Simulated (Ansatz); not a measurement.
This input was run:

```
crystal:
  lattice:
    - [3.6626673931, 0.0, 0.0]
    - [0.0, 3.6626673931, 0.0]
    - [0.0, 0.0, 3.6626673931]
  atoms:
    - { symbol: Fe, position: [0.0, 0.5, 0.5], spin: 3.0 }
    - { symbol: Fe, position: [0.5, 0.5, 0.0], spin: 3.0 }
    - { symbol: Fe, position: [0.5, 0.0, 0.5], spin: 3.0 }
    - { symbol: Ge, position: [0.0, 0.0, 0.0], spin: -0.15 }
basis:
  ecutwfc: 500
kpoints:
  mp_grid: { grid: [12, 12, 12] }
  band_path:
    path:
      - [[0.0, 0.0, 0.0], [0.0, 0.5, 0.0], [0.5, 0.5, 0.0], [0.0, 0.0, 0.0], [0.5, 0.5, 0.5], [0.0, 0.5, 0.0]]
      - [[0.5, 0.5, 0.5], [0.5, 0.5, 0.0]]
    npoints: 14
hamiltonian:
  xc: r2scan
scf:
  occupations: { method: gaussian, width: 0.1 }
  n_extra_bands: 10
output:
  forces: true
  stress: true
  eigenvalues: true
  populations: true
  dos: { projected: true, de: 0.02, nscf_kmesh: { grid: [18, 18, 18] } }
  bader: true
  write_density: true
  write_potential: true
  elf: true
  volumetric_format: npy
magnetization:
  spin_polarized: true
checkpoint:
  read: start.run
  write: ck
  compress: false
  write_wavefunctions: false
  write_every: 100000
```

Launched with:
```bash
ansatz run input.yaml --threads 1 --pin off --max-ram 2560MiB --backend cpu --events-out ev --progress --plain --runs-dir out
```

Predict the main features of the density of states.

It is a metal. The density of states at the Fermi level is about 1.6 per eV and cell (mean within 0.25 eV), or 0.39 per atom. By projected weight, the states within 0.3 eV of the Fermi level are Fe 3d (70 %) and Ge 4p (20 %). At the Fermi level spin up gives about 0.87 and spin down about 0.71 states per eV, a polarisation (up − down)/(up + down) of about 0.1. The two spin channels differ: the cell has a net moment of 7.8 μB, with spin up in the majority.

The run may have settled in a state above the lowest, so this need not be the ground state.

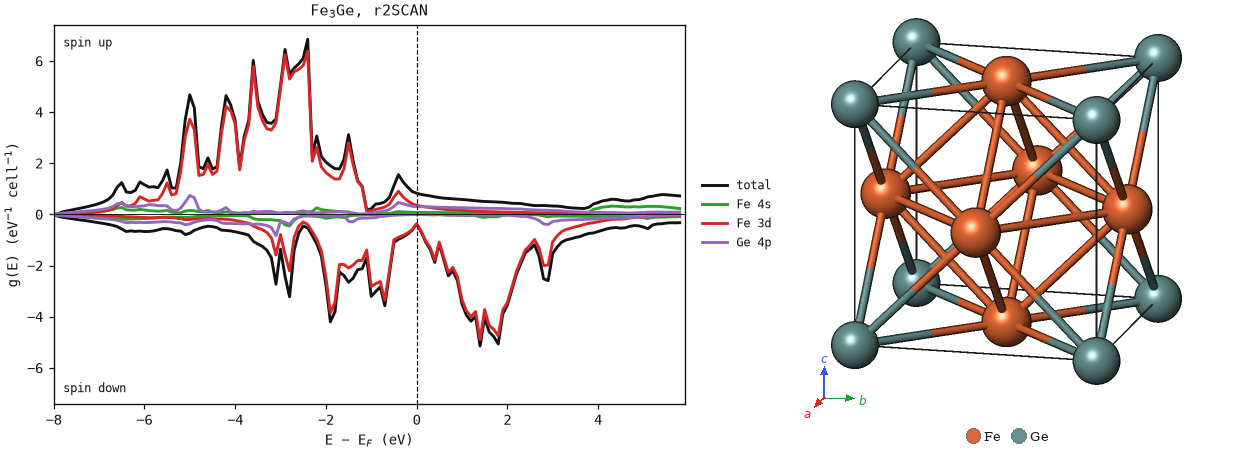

Density of states, beside the structure. Energies are counted from the Fermi level. The partial curves are projected on Löwdin-orthogonalised atomic shells. Spin-down states are drawn negative.
